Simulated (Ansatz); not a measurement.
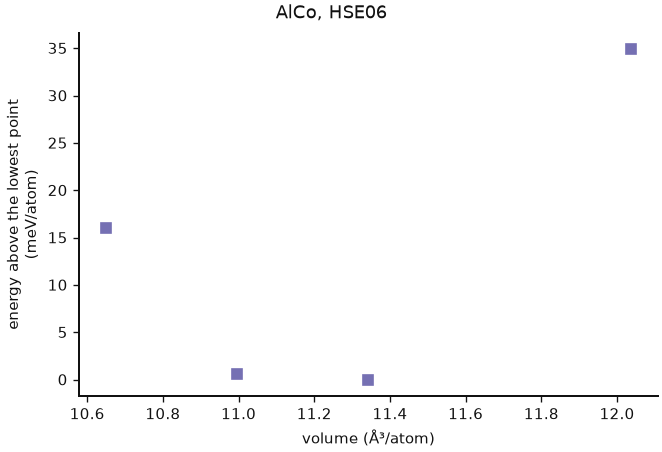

Plotted: energy above the lowest point against volume for AlCo, space group Pm-3m (No. 221) (one of a set of cubic test structures, which need not be the stable phase).

Calculation (Ansatz 0.2.0 development build): equation of state of a cubic crystal from periodic Kohn-Sham density functional theory without spin, third-order Birch-Murnaghan fit to the free energies; pressure corrected for the finite basis. Level: HSE06.

structure type CsCl; atoms in cell 2; space group number 221; lattice centring simple cubic; k mesh 4×4×4; occupation method Fermi–Dirac; occupation width 0.1 eV; wave cutoff 700 eV; datasets hard PAW; density tolerance 0 eV; bands 18; density cutoff ratio 4; search for lower states default; exchange singularity regularized.

The point at volume 11.69 Å³/atom is left out of the plot. What does the calculation give there?

```json
{"volume (Å³/atom)": "11.69", "energy above the lowest point (meV/atom)": "12.1"}
```

Limits of the calculation: coarse k-mesh, values are not converged in k; pseudopotentials made with PBE, not this functional; run without spin, though Co often carries a moment.
